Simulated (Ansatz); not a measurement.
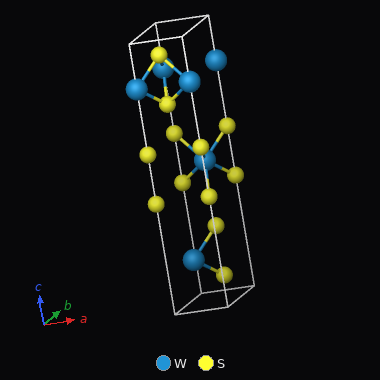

The system is WS₂ (R3m, No. 160; 9 atoms in the cell); the picture shows the reference structure. Gamma surface: rigid slide across a plane, one fault a cell; the plane is (0 0 −1) of the conventional cell, and the faces at the cut hold S and S. Places are given modulo a cell vector. The map is drawn in real space over the plane of the slide. Nothing is relaxed (rigid halves, spacing across the cut fixed). The scan uses a 6 × 6 grid; 10 points were computed and 26 follow by symmetry. All energies are given in meV/Å² relative to the lowest grid point. The calculation used DFT LDA+D3(BJ), scalar-relativistic, plane waves, PAW in Ansatz 0.2.0. Settings: cutoff 420 eV, k-mesh 12×12×2 in the order of the run's cell vectors, gaussian smearing 0.05 eV, no spin polarisation.

Its coordinates:

```
CELL_PARAMETERS angstrom
-1.54977 -2.68428 0.00000
1.54977 -2.68428 0.00000
0.00000 0.00000 17.12480
ATOMIC_POSITIONS crystal
W 0.00000 0.00000 0.83344
W 0.33333 0.33333 0.16677
W 0.66667 0.66667 0.50010
S 0.00000 0.00000 0.59122
S 0.33333 0.33333 0.92455
S 0.66667 0.66667 0.25789
S 0.00000 0.00000 0.40879
S 0.33333 0.33333 0.74213
S 0.66667 0.66667 0.07546
```

The input of one point:

```yaml
crystal:
  lattice:
    - [-1.549771634, -2.6842832102, 0.0]
    - [1.549771634, -2.6842832102, 0.0]
    - [0.0, 1.0e-10, 17.1248033019]
  atoms:
    - { symbol: W, position: [1.0, 1.0, 0.9993863465] }
    - { symbol: W, position: [0.3333333333, 0.3333333333, 0.3327196798] }
    - { symbol: W, position: [0.6666666667, 0.6666666667, 0.6660530132] }
    - { symbol: S, position: [1.0, 1.0, 0.7571695627] }
    - { symbol: S, position: [0.3333333333, 0.3333333333, 0.090502896] }
    - { symbol: S, position: [0.6666666667, 0.6666666667, 0.4238362294] }
    - { symbol: S, position: [1.0, 1.0, 0.5747440908] }
    - { symbol: S, position: [0.3333333333, 0.3333333333, 0.9080774241] }
    - { symbol: S, position: [0.6666666667, 0.6666666667, 0.2414107575] }
basis:
  ecutwfc: 420
kpoints:
  mp_grid: { grid: [12, 12, 2] }
hamiltonian:
  xc: lda
  pseudopotentials: { kind: paw, azcp: { folder: soft_1 } }
  dispersion: d3bj
scf:
  occupations: { method: gaussian, width: 0.05 }
output:
  forces: true
  stress: true
  eigenvalues: true
  write_density: true
  write_potential: true
  elf: true
  volumetric_format: npy
```

Range: slide along a1 from 0.000 to 0.833; slide along a2 from 0.000 to 0.833.

Q: What landscape does the calculation give?

A: The lowest grid point is at (0/6, 0/6) of the cell vectors. There is a further well near (2/6, 2/6) of the cell vectors (0.45 meV/Å² above the lowest at that grid point). These are metastable stacking faults of the rigid slide. The highest grid point, (4/6, 4/6) of the cell vectors, lies 80.1 meV/Å² above the lowest. On the interpolated surface the easiest way out of the lowest well to the well at (2/6, 2/6) of the cell vectors passes a barrier of about 7.2 meV/Å².

```
slide along a2 ↓, slide along a1 →   0/6  1/6   2/6   3/6   4/6   5/6
                               5/6   7.3  7.3  31.4  59.1  59.1  31.4
                               4/6  23.0  7.2  23.0  59.1  80.1  59.1
                               3/6  31.5  7.6   7.6  31.5  59.1  59.1
                               2/6  23.0  7.6   0.5   7.6  23.0  31.4
                               1/6   7.3  7.2   7.6   7.6   7.2   7.3
                               0/6   0.0  7.3  23.0  31.5  23.0   7.3
```

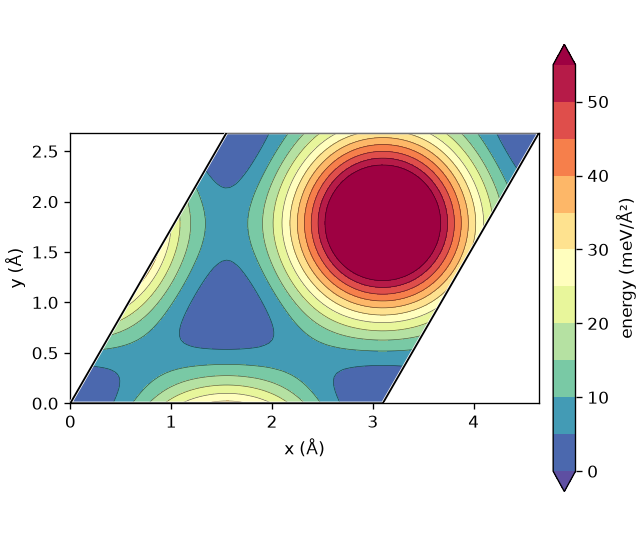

Drawn: filled contours, the outline of one cell of the plane, one colour for all values above the top of the scale. Between grid points the surface is interpolated.

The whole map (10 points run) took 11 min on 2 threads of Arm Neoverse N1, with other jobs on the host.
